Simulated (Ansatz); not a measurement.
# Single-point calculation, with input and output: Si₉₆C₉₅ (charge −1) (part 2 of 3)

The same run, continued: Si₉₆C₉₅ (defect cell, 191 atoms in the cell, total charge −1); DFT, r2SCAN, PAW, plane waves (Ansatz 0.2.0); cutoff 500 eV, 1×1×1 k-mesh, Fermi–Dirac smearing of 0.01 eV. 

### Output, continued
```
SCF iter   1: F=—  HF=-85422.827889 eV  |F-HF|=—  |Δ(HF+E_count)|=         —  Δρ=7.23e-2 (↑7.23e-2 ↓7.22e-2)  dr2=5.12e2  dr2_τ=1.40e1  dr2_m=1.90e-2  M=1.040 μB ∫|m|=1.077 μB  β_m=0.30  ethr=3.10e-3  ⟨swp⟩=6.0  Hψ=4753  notcnv=0  defer=356
preconditioner: auto → Kerker (q_TF=auto, 2.328 Å⁻¹)  [metal: Δε(μ)=0.013 eV  Ē_g=13.573 eV  σ=0.010 eV  W_gap=0.31  n_scr=432 (ndim 8)  ℏωp=23.1 eV  f_vac=0.000  D(μ)=47.13/eV (n_scr^D=304)]
spin=Collinear: Kerker preconditioning applied to the charge; magnetization (m = ρ↑ − ρ↓) channel mixes plain (no charge-response kernel on spin).
SCF iter   2: F=—  HF=-85340.662817 eV  |F-HF|=—  |Δ(HF+E_count)|=    8.22e1  Δρ=4.67e-2 (↑4.67e-2 ↓4.66e-2)  dr2=2.12e2  dr2_τ=9.79e-1  dr2_m=1.18e-1  M=2.795 μB ∫|m|=2.801 μB  β_m=1.00  ethr=3.10e-3  ⟨swp⟩=3.0  Hψ=2093  notcnv=0  defer=372  κ⁻¹=1.0e0(r=1)
preconditioner: auto → Resta (q_TF=auto, 2.328 Å⁻¹)  ε∞=4.0  [insulator: Δε(μ)=0.045 eV  Ē_g=13.243 eV  σ=0.010 eV  W_gap=0.81  n_scr=432 (ndim 8)  ℏωp=23.1 eV  f_vac=0.000  D(μ)=18.60/eV (n_scr^D=74)  ε∞_Penn≈4.0]
spin=Collinear: Resta preconditioning applied to the charge; magnetization (m = ρ↑ − ρ↓) channel mixes plain (no charge-response kernel on spin).
SCF iter   3: F=—  HF=-85293.566695 eV  |F-HF|=—  |Δ(HF+E_count)|=    4.71e1  Δρ=1.47e-2 (↑1.46e-2 ↓1.47e-2)  dr2=1.08e1  dr2_τ=1.06e0  dr2_m=1.18e-2  M=3.000 μB ∫|m|=3.446 μB  β_m=1.00  ethr=3.10e-3  ⟨swp⟩=3.5  Hψ=1834  notcnv=0  defer=372  κ⁻¹=4.8e-3(r=2)
SCF iter   4: F=—  HF=-85299.023281 eV  |F-HF|=—  |Δ(HF+E_count)|=    5.46e0  Δρ=7.56e-3 (↑7.54e-3 ↓7.56e-3)  dr2=2.75e0  dr2_τ=2.48e-2  dr2_m=1.74e-3  M=3.000 μB ∫|m|=3.260 μB  β_m=1.00  ethr=1.41e-3  ⟨swp⟩=3.0  Hψ=1903  notcnv=0  defer=372  κ⁻¹=2.0e-3(r=3)
SCF iter   5: F=—  HF=-85299.719700 eV  |F-HF|=—  |Δ(HF+E_count)|=   6.96e-1  Δρ=1.29e-3 (↑1.27e-3 ↓1.29e-3)  dr2=8.21e-2  dr2_τ=1.71e-3  dr2_m=2.53e-4  M=3.000 μB ∫|m|=3.210 μB  β_m=1.20  ethr=3.59e-4  ⟨swp⟩=2.5  Hψ=1552  notcnv=0  defer=372
Mixer restart at iter 5: flushing history
spin-set hold released at iteration 5 (site moments contracting): the magnetisation degrees of freedom join the quasi-Newton model from the next iteration; the mixer history was flushed
SCF iter   6: F=—  HF=-85299.710577 eV  |F-HF|=—  |Δ(HF+E_count)|=   9.12e-3  Δρ=9.58e-4 (↑9.55e-4 ↓9.58e-4)  dr2=4.39e-2  dr2_τ=3.30e-4  dr2_m=1.05e-5  M=3.000 μB ∫|m|=3.197 μB  β_m=1.20  ethr=1.07e-5  ⟨swp⟩=3.5  Hψ=799  notcnv=0  defer=372  κ⁻¹=1.0e0(r=1)
SCF iter   7: F=—  HF=-85299.706590 eV  |F-HF|=—  |Δ(HF+E_count)|=   3.99e-3  Δρ=2.98e-4 (↑2.93e-4 ↓2.98e-4)  dr2=4.94e-3  dr2_τ=3.48e-5  dr2_m=2.16e-5  M=3.000 μB ∫|m|=3.200 μB  β_m=1.20  ethr=5.73e-6  ⟨swp⟩=3.0  Hψ=1325  notcnv=0  defer=372  κ⁻¹=2.5e-2(r=2)
SCF iter   8: F=—  HF=-85299.715685 eV  |F-HF|=—  |Δ(HF+E_count)|=   9.09e-3  Δρ=9.50e-5 (↑9.50e-5 ↓9.45e-5)  dr2=9.05e-4  dr2_τ=2.73e-6  dr2_m=1.25e-6  M=3.000 μB ∫|m|=3.193 μB  β_m=1.20  ethr=6.46e-7  ⟨swp⟩=2.0  Hψ=1451  notcnv=0  defer=372  κ⁻¹=1.1e-2(r=3)
SCF iter   9: F=—  HF=-85299.713737 eV  |F-HF|=—  |Δ(HF+E_count)|=   1.95e-3  Δρ=3.52e-5 (↑3.27e-5 ↓3.52e-5)  dr2=6.42e-5  dr2_τ=6.24e-7  dr2_m=2.03e-6  M=3.000 μB ∫|m|=3.193 μB  β_m=1.20  ethr=1.18e-7  ⟨swp⟩=2.0  Hψ=1288  notcnv=0  defer=372  κ⁻¹=9.0e-4(r=4)
SCF iter  10: F=—  HF=-85299.713589 eV  |F-HF|=—  |Δ(HF+E_count)|=   1.48e-4  Δρ=2.13e-5 (↑2.13e-5 ↓2.08e-5)  dr2=2.19e-5  dr2_τ=1.11e-7  dr2_m=2.15e-7  M=3.000 μB ∫|m|=3.193 μB  β_m=1.20  ethr=8.39e-9  ⟨swp⟩=2.0  Hψ=1814  notcnv=0  defer=372  κ⁻¹=2.8e-4(r=5)
SCF iter  11: F=—  HF=-85299.713557 eV  |F-HF|=—  |Δ(HF+E_count)|=   3.15e-5  Δρ=9.14e-6 (↑9.14e-6 ↓8.53e-6)  dr2=3.30e-6  dr2_τ=2.78e-8  dr2_m=1.10e-7  M=3.000 μB ∫|m|=3.193 μB  β_m=1.20  ethr=2.86e-9  ⟨swp⟩=2.0  Hψ=1540  notcnv=0  defer=372  κ⁻¹=6.6e-5(r=6)
SCF iter  12: F=—  HF=-85299.713560 eV  |F-HF|=—  |Δ(HF+E_count)|=   2.41e-6  Δρ=3.10e-6 (↑3.10e-6 ↓3.02e-6)  dr2=6.00e-7  dr2_τ=3.63e-9  dr2_m=5.43e-9  M=3.000 μB ∫|m|=3.193 μB  β_m=1.20  ethr=4.31e-10  ⟨swp⟩=2.0  Hψ=1541  notcnv=0  defer=372  κ⁻¹=8.0e-6(r=7)
SCF iter  13: F=—  HF=-85299.713559 eV  |F-HF|=—  |Δ(HF+E_count)|=   4.44e-7  Δρ=1.16e-6 (↑1.16e-6 ↓1.13e-6)  dr2=7.98e-8  dr2_τ=1.31e-9  dr2_m=5.37e-9  M=3.000 μB ∫|m|=3.193 μB  β_m=1.20  ethr=1.31e-11  ⟨swp⟩=15.0  Hψ=8104  notcnv=0  κ⁻¹=2.5e-6(r=8)
SCF iter  14: F=-85299.713559 eV  HF=-85299.713559 eV  |F-HF|=7.62e-8  |Δ(HF+E_count)|=   2.61e-7  Δρ=5.70e-7 (↑5.70e-7 ↓5.55e-7)  dr2=2.02e-8  dr2_τ=1.48e-10  dr2_m=3.43e-10  M=3.000 μB ∫|m|=3.193 μB  ethr=1.04e-11  ⟨swp⟩=3.0  Hψ=2567  notcnv=0
SCF 1 converged in 14 iterations: F = -85299.713559 eV  dr2 = 2.02e-8
  greatest PAW one-centre occupation: 0.666 electrons in one spin orbital (limit 2), on the Si atom at site 17 (counted from 0), in its partial waves of l = 0
```

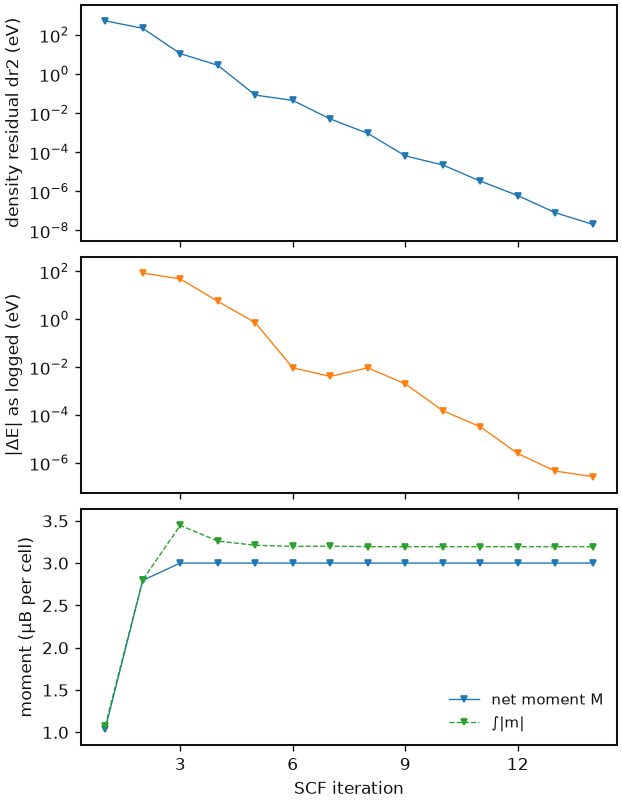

Convergence of the self-consistent field: density residual dr2, size of the energy change and magnetic moment against the SCF iteration. The residual falls at every step. The net moment goes from 1.0 to 3.0 μB per cell.

```
this state was not tested for a lower state beside it, because the mixer in use, unlike msr1, does not test its closes by its own steps (another_mixer; see scf.mixing.algorithm and scf.lower_state_search)
NSCF: frozen V_eff on 1 k-points
SCF converged after 14 iterations
Magnetization: 3.0000 μB (384.0000 up, 381.0000 down)
Absolute magnetization: 3.1981 μB (∫|ρ↑−ρ↓|, with the PAW one-centre terms)
Spin contamination: 0.0129 ħ² per cell (⟨S²⟩ above its minimum at these occupations)
Per-site moments (μB) at R_I (Å): [(0.00037090402706560006, 0.7766252605539422), (0.0009061484900664612, 0.77621355173104), (1.9546255666088885e-5, 0.7757641955865382), (-5.482744890764115e-5, 0.7760809290756048), (1.356038178970449e-5, 0.77605259057678), (0.00639042853690739, 0.7732163460708015), (0.0011508497516830559, 0.7743511487135446), (0.0074403264123711794, 0.7743645199143627), (3.19944020
Free energy (F): -85299.713559 eV
Harris-Foulkes:  -85299.713559 eV  (|F-HF|=7.62e-8)
Internal energy: -85299.713559 eV  (E = F + TS)
E sigma→0 (E₀):  -85299.713559 eV
Fermi energy:    11.584870 eV
--- Per-component energies (eV) ---
  E_band       = 2429.030613
  E_kinetic    = 12975.204472
  E_local      = -9999.510831  (includes V_loc(G=0)·N_el)
  E_nonlocal   = 4811.414875
  E_hartree    = 3156.756887
  E_xc         = -9689.359432
  E_vxc        = -11333.902910  (∫ρ·V_xc dr)
  E_paw        = -59446.241138  (= ΣΔE_a)
  E_vpaw       = -869.834401  (= ΣTr[D̂ρ^β])
  E_aug_tail   = 0.000779  (compensation charges beyond the density's cutoff)
  E_vtau       = 532.145026  (kinetic-family band-sum trace: ∫τ·v_τ [+ j·A + Jᵃ·Aᵃ] dr)
  E_ewald      = -27098.288099
  E_core_change = -9.691071  (= ΣΔE_core)
  E_smearing   = -0.000000  (= −TS)
  E_closure    = -0.000000  (closes the sum)
  E_deformation_potential = -18.031376  (in the stress; not in F)
  Σ components = -85299.713559   (vs F -85299.713559, Δ=0.00e0)
--- Forces (eV/Å), atoms counted from 1 ---
  atom   1  Si     0.00614348     0.00026889     0.00384048
  atom   2  Si     0.00040375     0.00337264     0.00397128
  atom   3  Si    -0.00375175     0.01191459     0.00551729
  atom   4  Si    -0.00455919     0.00086161    -0.00088538
  atom   5  Si    -0.00328265     0.00275608    -0.00208663
  atom   6  Si    -0.00918373     0.02590848    -0.00262737
  atom   7  Si     0.01473921     0.01058543    -0.01505644
  atom   8  Si     0.01151719    -0.02151149    -0.01448248
  atom   9  Si     0.00086062    -0.00662601     0.00152554
  atom  10  Si    -0.00426956     0.00391846     0.00515376
  atom  11  Si     0.00280036     0.03208993    -0.00394933
  atom  12  Si     0.00794179     0.00955607     0.02764614
  atom  13  Si    -0.00564170    -0.02222445     0.01095945
  atom  14  Si     0.02255304    -0.00582543    -0.01108549
  atom  15  Si     0.00269646    -0.00578867     0.00400101
  atom  16  Si    -0.00279768     0.01054283     0.00018665
  atom  17  Si    -0.01741389     0.00933474    -0.01355632
  atom  18  Si    -0.00406583    -0.01185087     0.01965699
  atom  19  Si    -0.00624890    -0.01058393    -0.01132428
  atom  20  Si     0.00102961    -0.00706010     0.00321067
  atom  21  Si    -0.00598895    -0.02127946     0.00095446
  atom  22  Si    -0.01277528     0.00117116    -0.00917669
  atom  23  Si    -0.00449268    -0.00692898     0.00338645
  atom  24  Si     0.00102254    -0.00912850     0.00397050
  atom  25  Si    -0.00084500     0.00913632    -0.00413452
  atom  26  Si     0.00099948     0.00637256    -0.00626952
  atom  27  Si     0.00292543     0.00658590    -0.00096998
  atom  28  Si     0.00090130    -0.00034063    -0.00461388
  atom  29  Si    -0.00453335    -0.00109164    -0.00529417
  atom  30  Si    -0.00094772     0.01012272     0.00807364
  atom  31  Si     0.00862508    -0.00191377     0.00808614
  atom  32  Si    -0.00022829    -0.00661145    -0.00131552
  atom  33  Si     0.00124747    -0.00705720    -0.00082224
  atom  34  Si    -0.00431959     0.00222833    -0.00253992
  atom  35  Si    -0.02357039     0.02364198     0.01905477
  atom  36  Si    -0.01567638     0.00519020    -0.04596554
  atom  37  Si     0.00625147    -0.02743228     0.01413861
  atom  38  Si     0.00339981    -0.00896473    -0.00490285
  atom  39  Si     0.00135104    -0.00080222     0.00139188
  atom  40  Si    -0.00053131     0.00713816    -0.00405853
  atom  41  Si    -0.02819420     0.01140652     0.01216157
  atom  42  Si    -0.00369217    -0.01988692     0.00629447
  atom  43  Si    -0.00010390    -0.00982878    -0.00074657
  atom  44  Si     0.00174193    -0.00224994    -0.00357532
  atom  45  Si    -0.00579243    -0.00250508    -0.00223562
  atom  46  Si    -0.00307551    -0.01165355    -0.00140188
  atom  47  Si    -0.00281547    -0.00064924    -0.00234939
  atom  48  Si    -0.00679424     0.00136458    -0.00838473
  atom  49  Si     0.00124004     0.00281294     0.00173706
  atom  50  Si     0.00115206     0.00808187     0.00515735
  atom  51  Si    -0.00345016     0.00462570    -0.00103980
  atom  52  Si    -0.00300602     0.01434001    -0.00614248
  atom  53  Si     0.00617190    -0.00528554    -0.00237780
  atom  54  Si    -0.00382237    -0.00575563    -0.00999123
  atom  55  Si     0.00074318     0.00482873    -0.00048794
  atom  56  Si     0.00465046     0.04132820     0.00184850
  atom  57  Si     0.00983506     0.00330656    -0.01225956
  atom  58  Si     0.03244213    -0.01942757    -0.00082376
  atom  59  Si     0.00365996    -0.00065334    -0.00772332
  atom  60  Si     0.00741228     0.00004564    -0.00234876
  atom  61  Si    -0.00109697     0.00396193    -0.00101666
  atom  62  Si    -0.00215834     0.01069664    -0.00791483
  atom  63  Si    -0.00989259     0.00428058     0.00115413
  atom  64  Si     0.00029916    -0.01270028     0.00013652
  atom  65  Si     0.00087622    -0.00950843    -0.00833632
  atom  66  Si    -0.00101004    -0.00089018    -0.00298164
  atom  67  Si    -0.00143955     0.00558434    -0.00387141
  atom  68  Si    -0.01508571    -0.01680169     0.00629675
  atom  69  Si    -0.00575926    -0.01013573    -0.00872140
  atom  70  Si    -0.00399001    -0.00547940     0.00258170
  atom  71  Si    -0.00410215    -0.00696725    -0.00582929
  atom  72  Si     0.00027148    -0.00337598    -0.00406763
  atom  73  Si    -0.00048290     0.00269006     0.00160866
  atom  74  Si    -0.00137515     0.00104519     0.00774944
  atom  75  Si    -0.00102405     0.00729794     0.00212529
  atom  76  Si    -0.00196137     0.00549103     0.00116762
  atom  77  Si     0.00313672    -0.00189587     0.00372899
  atom  78  Si     0.00088846     0.01344910     0.00473186
  atom  79  Si     0.00859862     0.00610110     0.00963325
  atom  80  Si     0.00487379    -0.00355799     0.00404344
  atom  81  Si     0.00299770    -0.00492110     0.00374958
  atom  82  Si    -0.00267042     0.00347989     0.00766004
  atom  83  Si    -0.00357332     0.00483394     0.00460981
  atom  84  Si    -0.00238018    -0.00772362     0.01948560
  atom  85  Si    -0.01401984     0.00464519     0.02574600
  atom  86  Si     0.00156179    -0.01030618     0.00428763
  atom  87  Si     0.00402898    -0.00332274     0.00075040
  atom  88  Si    -0.00131378     0.00698032     0.00851701
  atom  89  Si    -0.00839059     0.00891495     0.00861322
  atom  90  Si    -0.00037837     0.00397849     0.02030886
  atom  91  Si    -0.00035887    -0.01467492     0.00831750
  atom  92  Si     0.00171877    -0.00312013     0.00306339
  atom  93  Si    -0.00587177    -0.00465637     0.00186494
  atom  94  Si    -0.00991523    -0.00844939     0.00695341
  atom  95  Si    -0.00073544    -0.00590933     0.00299279
  atom  96  Si    -0.00001092     0.00198210     0.00534578
  atom  97  C      0.00221414    -0.00524376    -0.00372273
  atom  98  C     -0.00129730    -0.00304617    -0.00575083
  atom  99  C      0.00413430    -0.01082393    -0.00330658
  atom 100  C     -0.00054227    -0.00405056    -0.00445643
  atom 101  C      0.00070584    -0.00237101    -0.00482073
  atom 102  C      0.00390322    -0.01856859    -0.00559788
  atom 103  C     -0.00928821    -0.00682155    -0.01431343
  atom 104  C     -0.00291346     0.01415600    -0.00773150
  atom 105  C     -0.00097835     0.01108276    -0.00339894
  atom 106  C      0.00561948    -0.00427117    -0.00823394
  atom 107  C      0.00489410    -0.01065958    -0.00676590
  atom 108  C      0.00016122    -0.04750081    -0.05150182
  atom 109  C     -0.03987629     0.02945020    -0.06024882
  atom 110  C     -0.00630680     0.01179514    -0.00819175
  atom 111  C     -0.00486516     0.00608819    -0.00555898
  atom 112  C      0.00395373    -0.00591322    -0.00698579
  atom 113  C      0.01558912    -0.01374469    -0.00851477
  atom 114  C      0.04854721     0.02766324    -0.04488122
  atom 115  C      0.00150597     0.02522728    -0.00832995
  atom 116  C     -0.00136102     0.00501589    -0.00832120
  atom 117  C      0.01307902     0.01215190    -0.00662214
  atom 118  C      0.01280621     0.01123790    -0.00344859
  atom 119  C      0.00285465    -0.00053554    -0.00537025
  atom 120  C     -0.00035301     0.00334085    -0.00227775
  atom 121  C     -0.00455943     0.00022062    -0.00622404
  atom 122  C      0.00205960    -0.00213044    -0.00653172
  atom 123  C     -0.00203233    -0.00892410    -0.00752980
  atom 124  C     -0.00055275    -0.00434015    -0.00390589
  atom 125  C     -0.00092104     0.00051722    -0.00761339
  atom 126  C      0.00300825    -0.01261014    -0.00173786
  atom 127  C     -0.01174000    -0.00787443     0.00426384
  atom 128  C     -0.00241733     0.00183552     0.00784479
  atom 129  C     -0.00117429     0.00444212    -0.00039131
  atom 130  C      0.00328881    -0.00452250    -0.00360681
  atom 131  C      0.00392918    -0.01025118     0.00115005
  atom 132  C      0.00103271    -0.04116974     0.05958822
  atom 133  C     -0.02634923     0.02103308     0.06701407
  atom 134  C     -0.00449818     0.00649685     0.00533475
  atom 135  C     -0.00380382     0.00335957    -0.00394105
  atom 136  C      0.00215746    -0.01097734    -0.00089389
  atom 137  C      0.01456235    -0.01356130     0.01075679
  atom 138  C      0.03364328     0.01728473     0.05858001
  atom 139  C      0.00097664     0.01962051     0.00733068
  atom 140  C     -0.00002027     0.00701633    -0.00673339
  atom 141  C      0.00769299     0.00132240    -0.00054084
  atom 142  C      0.00680851     0.00854861    -0.00254085
  atom 143  C      0.00072985     0.01137818    -0.00495608
  atom 144  C     -0.00103141     0.00376031    -0.00159995
  atom 145  C     -0.00262326    -0.00946849    -0.00166967
  atom 146  C      0.00110476    -0.01070969    -0.00256223
  atom 147  C     -0.01400124    -0.01452925    -0.00063970
  atom 148  C     -0.00384718     0.00394157     0.00235799
  atom 149  C      0.00381905    -0.01296489     0.00552291
  atom 150  C     -0.04483260    -0.04505531    -0.01730906
  atom 151  C     -0.07101488    -0.02738250    -0.01049027
```
